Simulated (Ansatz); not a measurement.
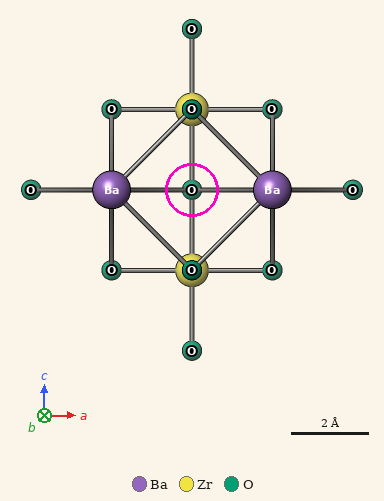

Perfect BaZrO₃. The picture is a ball-and-stick view of the atoms within 4.6 Å of one point, in a slice 4.2 Å thick across the line of sight, seen along the b axis.

Theory: Ansatz, DFT, PBEsol, PAW, plane waves. Set-up: plane-wave cutoff 420 eV; k-point mesh 1 × 1 × 1; mesh shifted by (0.25, 0.25, 0.25); collinear spin. Fermi-Dirac smearing of 0.01 eV. A uniform background neutralises the charged cell. The axes drawn are those of the host's conventional cell.

An oxygen atom is taken out (a vacancy) at the ringed place, in charge state −1. The supercell has 40 sites, and the atoms are relaxed at the host's cell.

Predict the relaxed surroundings of the defect.

Answer. Around the empty O site the host had 2 Zr at 2.09 Å; after relaxation the nearest atoms are 2 Zr at 2.08 Å. Of the host's atoms, an oxygen atom moves furthest from its site, by 0.20 Å. The cell's net moment is 1.00 μB.

The relaxed defect, seen from the same direction:

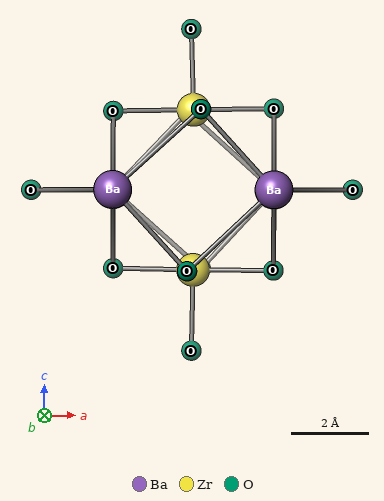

Limits of the set-up: the periodic images lie only 8.4 Å apart, so the values are limited by the cell's size; the cell is charged, on a uniform background, and energies carry no finite-size correction.
